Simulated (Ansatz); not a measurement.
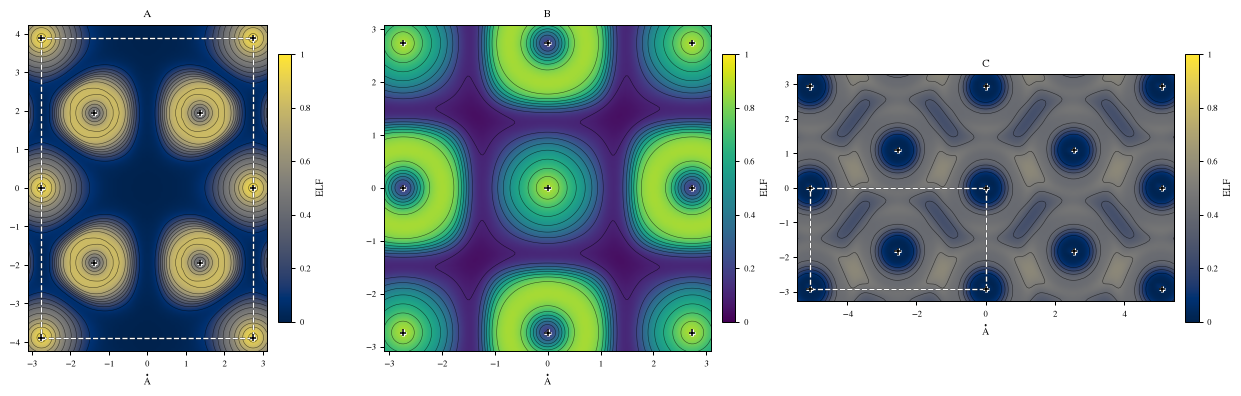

The electron localisation function of 3 systems, each on a plane through atoms (crosses mark nuclei in the plane).

The calculation used Kohn-Sham DFT of a periodic cell, LDA, Ansatz PAW (Ansatz).

System 1: Ge, the (010) plane of the conventional cell. Space group Imma; a structure from a database of computed crystals, not necessarily the ambient phase; computed pressure about −7 GPa in this cell.

```
Ge
1.0
     5.08970    0.00000    0.00000
     0.00000    5.40571    0.00000
     0.00000    0.00000    2.93026
Ge
4
Direct
  0.00000 0.75000 0.06406
  0.50000 0.25000 0.56406
  0.00000 0.25000 0.93594
  0.50000 0.75000 0.43594
```

System 2: AgCl, the (100) plane of the conventional cell. Space group Fm-3m; computed pressure about −4 GPa in this cell.

```
Ag Cl
1.0
     5.47000    0.00000    0.00000
     0.00000    5.47000    0.00000
     0.00000    0.00000    5.47000
Ag Cl
4 4
Direct
  0.00000 0.00000 0.00000
  0.50000 0.50000 0.00000
  0.50000 0.00000 0.50000
  0.00000 0.50000 0.50000
  0.50000 0.00000 0.00000
  0.00000 0.50000 0.00000
  0.00000 0.00000 0.50000
  0.50000 0.50000 0.50000
```

System 3: CdF₂, the (011) plane of the conventional cell. Space group Fm-3m; computed pressure about −11 GPa in this cell.

**Match each panel to its system.**

Panel A is system 3, CdF₂: the plane holds Cd and F. Cd–F (2.38 Å): the ELF is about 0.05 at the midpoint; no localised pair shows between them. Panel B is system 2, AgCl: the plane holds Ag and Cl. Ag–Cl (2.73 Å): the ELF peaks at about 0.85 in the valence shell of Cl, 0.7 Å from its nucleus, and drops to about 0.10 between the two atoms; no shared electron pair shows on this line. Panel C is system 1, Ge: the plane holds Ge.
